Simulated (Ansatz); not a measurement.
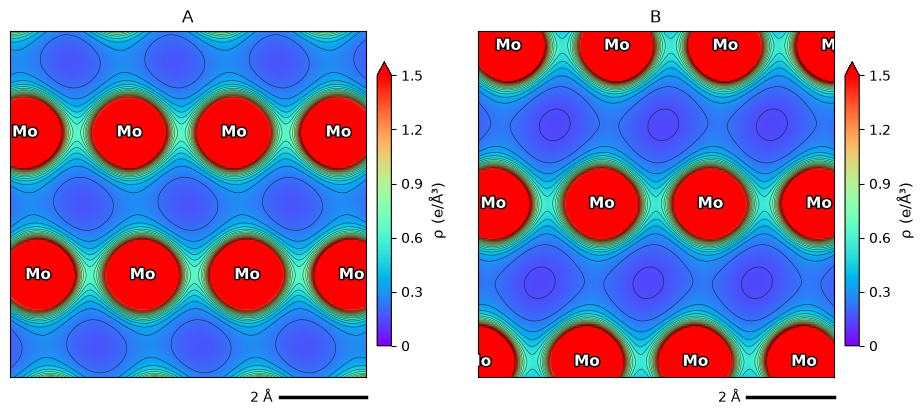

Mo. The valence electron density of two cells that differ in size and shape, on the (11̄0) plane of each (indices in the axes of the calculation cell), at one length scale and on one colour scale; one has 14.1 and the other 15.8 Å³ an atom.

Computed with DFT PBE, scalar-relativistic, plane waves, PAW in Ansatz.

The density is the valence pseudo-density of a PAW calculation; it isn't the true density close to the nuclei.

Q: Which panel shows the smaller cell, and what does the compression change?

A: Panel A is the smaller cell, by 11 % in volume. From the larger cell to the smaller, Mo–Mo goes from 2.51 to 2.42 Å, and the density at its midpoint from 0.55 to 0.64 e/Å³; the pressure goes from 24 to 64 GPa.
